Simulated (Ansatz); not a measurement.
**HC6 (slab): density, localisation and related maps**

Input

```
crystal:
  lattice:
    - [2.4650495083, 0.0, 0.0]
    - [-1.2325247542, 2.1347954958, 0.0]
    - [0.0, 0.0, 25.6987123419]
  atoms:
    - { symbol: C, position: [0.6666666667, 0.3333333333, 0.3307558716] }
    - { symbol: C, position: [0.3333333333, 0.6666666667, 0.3308185209] }
    - { symbol: C, position: [0.3333333333, 0.6666666667, 0.4610562199] }
    - { symbol: C, position: [0.0, 0.0, 0.4611188691] }
    - { symbol: C, position: [0.0, 0.0, 0.5913565682] }
    - { symbol: C, position: [0.6666666667, 0.3333333333, 0.5914192174] }
    - { symbol: H, position: [0.6666666667, 0.3333333333, 0.6334446693], spin: 1.0 }
basis:
  ecutwfc: 420
kpoints:
  mp_grid: { grid: [12, 12, 1] }
hamiltonian:
  xc: pbe
  dispersion: d3bj
scf:
  occupations: { method: gaussian, width: 0.05 }
output:
  forces: true
  eigenvalues: true
  populations: true
  write_density: true
  write_potential: true
  elf: true
  volumetric_format: npy
magnetization:
  spin_polarized: true
relax:
  adjacent_minimum: "off"
  f_tol: 0.03
  max_steps: 70
  constraints: [{ sites: [0, 1] }]
efield:
  axis: 3
  dipole_correction: true
  ramp_width: 0.04
```

Launched as:

```sh
ansatz run input.yaml --threads 1 --pin off --max-ram 2560MiB --backend cpu --events-out ev --progress --plain --runs-dir out
```

The fields are those of the run's last geometry, not of the input's.

The program warned that a starting moment wasn't kept; spin-polarised, but the moments vanished.

Method: DFT PBE+D3(BJ), scalar-relativistic, plane waves, PAW in Ansatz.

In a PAW calculation such maps are meaningful between the atoms, not at the nuclei.

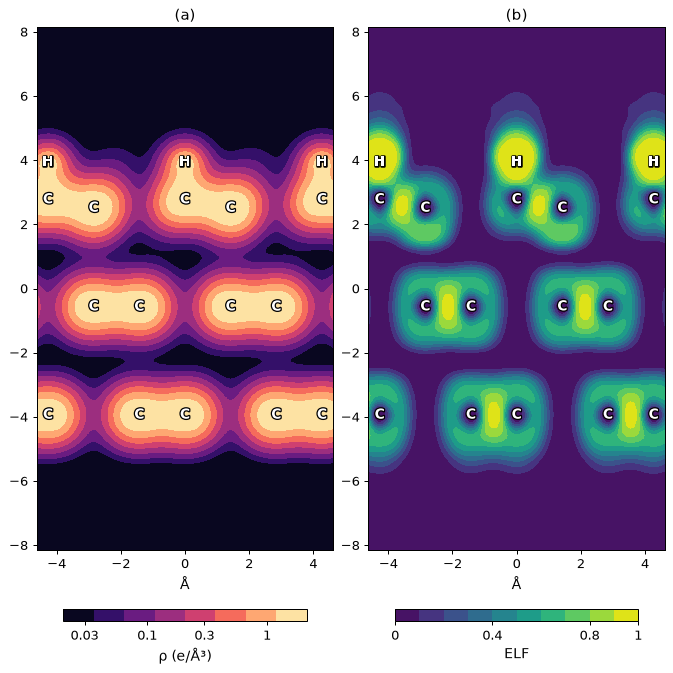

Figure 1. (a) valence pseudo-density; (b) electron localisation function on the (110) plane of the calculation cell, a cut from vacuum to vacuum.

### Describe what can be read from this map.

Atoms in the plane: C and H. C–H (1.17 Å): ρ is about 1.6 e/Å³ halfway; the ELF climbs to about 1 towards the hydrogen, as it does in any bond to H (an ordinary covalent bond to hydrogen). C–C (1.42 Å): the density is about 2 e/Å³ at the midpoint; the ELF peaks at about 0.95 between the atoms. The density dies away to nearly zero in the vacuum.

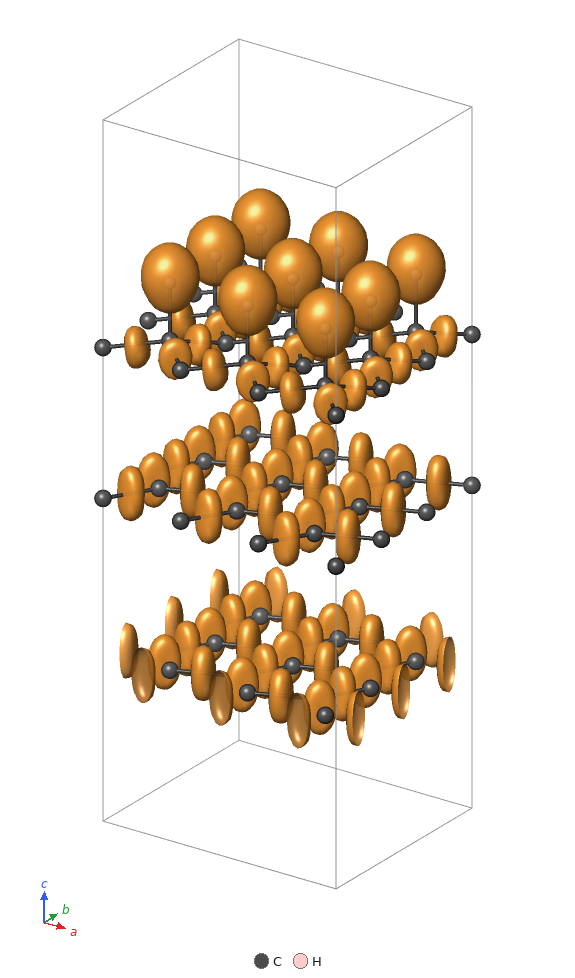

Figure 2. Isosurface of the ELF at 0.85 (orange), seen slightly off an axis. Core shells and regions of very low density are left out. Sticks mark near contacts.

### Identify the bonds, lone pairs and shells in this picture.

The surface consists of nine regions between bonded C–C atoms and one region around a hydrogen nucleus, counted in one cell of 7 atoms. Counts are for one cell; the picture repeats the cell along the surface.

### Does the calculation make it a metal, or give it a gap?

It is metallic or semimetallic at this level of theory: no gap opens.
